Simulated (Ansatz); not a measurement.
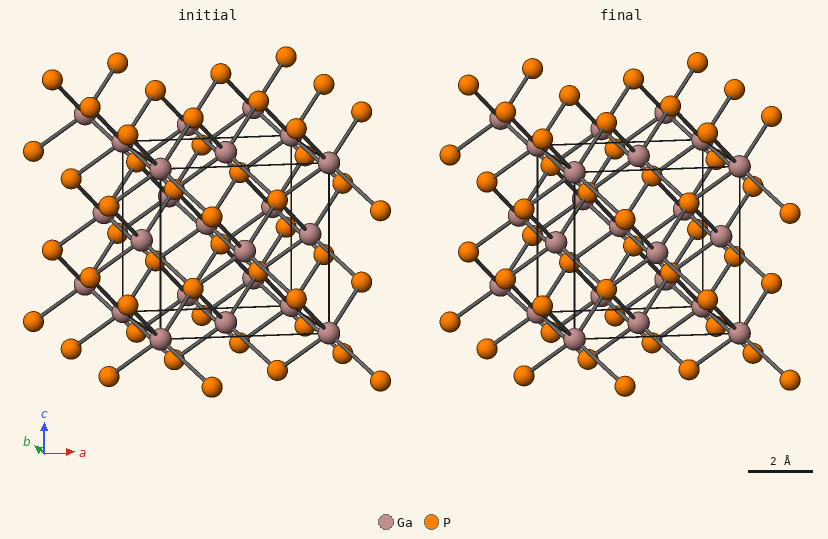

The structure of crystalline GaP (set up in F-43m) before (left) and after (right) a relaxation, at one scale.

The picture is a ball-and-stick view of the conventional cell (4 times the calculation's cell), repeated 1 × 2 × 1 with one cell outlined, seen slightly off an axis. Lengths and directions refer to the drawn axes.

Case: relaxed at 6 GPa.

Method: DFT PBEsol, scalar-relativistic, plane waves, PAW (Ansatz).

The input:
```yaml
crystal:
  lattice:
    - [0.0, 2.7192250973, 2.7192250973]
    - [2.7192250973, 0.0, 2.7192250973]
    - [2.7192250973, 2.7192250973, 0.0]
  atoms:
    - { symbol: Ga, position: [0.0, 0.0, 0.0] }
    - { symbol: P, position: [0.75, 0.75, 0.75] }
basis:
  ecutwfc: 420
kpoints:
  mp_grid: { grid: [8, 8, 8] }
hamiltonian:
  xc: pbesol
scf:
  occupations: { method: fixed }
output:
  forces: true
  stress: true
  eigenvalues: true
  write_density: true
  write_potential: true
  elf: true
  volumetric_format: npy
relax:
  adjacent_minimum: "off"
  f_tol: 0.001
  max_steps: 60
  cell: { stress_tol: 0.02, p_target: 6.0 }
```

Run as
```bash
ansatz run input.yaml --threads 1 --pin off --max-ram 3072MiB --backend cpu --events-out ev --progress --plain --runs-dir out
```

> What changed between the two?

The atoms keep their places relative to the cell (all moves are under 0.005 Å). The volume changes by −6.0 %, with a = b = c 5.438 → 5.328 Å (−2.0 %). Near-neighbour distances that change, for instance: Ga1–P2 2.355 → 2.307 Å. The space group stays F-43m (No. 216). The energy rises by 21.2 meV per atom in 3 accepted moves (4 points after the start). With the target pressure of 6 GPa, the enthalpy E + pV changes by −23.7 meV per atom. All forces vanish by symmetry, so only the cell relaxes. The pressure goes from 0.00 to 5.99 GPa. At 1 point the geometry stayed and the basis and grid were re-selected for the new cell (energy shift of 0.3 meV per atom at most each time).
